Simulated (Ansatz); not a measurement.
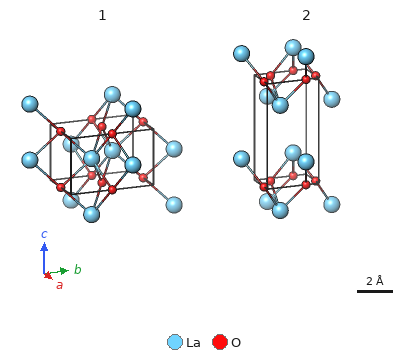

Two geometries of a crystal of La₂O₃ (set up in P321) (coarse preliminary run), drawn at one scale. One is the start of a relaxation, the other its converged end. Style: ball-and-stick. Shown: the cell of the calculation, slightly off an axis.

Theory: DFT PBEsol, scalar-relativistic, plane waves, PAW in Ansatz. (plane-wave cutoff 420 eV; k-point mesh 6 × 6 × 4; occupations gaussian; smearing width 0.1 eV; no spin polarisation; cell and atoms relaxed; force threshold 0.05 eV/Å; at most 80 steps)

### Which one is relaxed?

Structure 1 is the relaxed one. After 26 accepted moves (30 points after the start) the energy has fallen by 13.049 eV per cell of the calculation. The largest force component goes from 7.5 to 0.00058 eV/Å. Pressure: 36.31 GPa at the start and 0.22 GPa at the end. The line search rejected the trial step at point 11 of the run. The SCF was repeated 3 times at an unchanged geometry on a basis and grid sized afresh for the cell, which shifted the energy by 1.750 eV per cell of the calculation at most. The largest moves relative to the cell, 1.57 Å, are those of O atoms. By element the largest moves are O 1.57 Å, La 0.81 Å. The volume changes by +36.2 %, with a = b 3.930 → 6.285 Å (+59.9 %), c 6.120 → 3.258 Å (−46.8 %). Some distances before and after: O–O 1.702 → 5.443 Å, La–La 6.120 → 3.258 Å, La–O 4.829 → 2.439 Å, La–O 2.143 → 2.438 Å. New bonds form: La–O (4.83 → 2.44 Å). Among the angles between lasting bonds that change: La–O–La 125.4° → 180.0°, O–La–O 74.7° → 80.2°. The space group (tolerance 0.01 Å) goes from P321 (No. 150) to P6/mmm (No. 191). Cost: 43 s on 4 threads of Intel(R) Xeon(R) Platinum 8375C CPU @ 2.90GHz (Ice Lake), with other jobs on the host, peak memory 0.5 GiB.
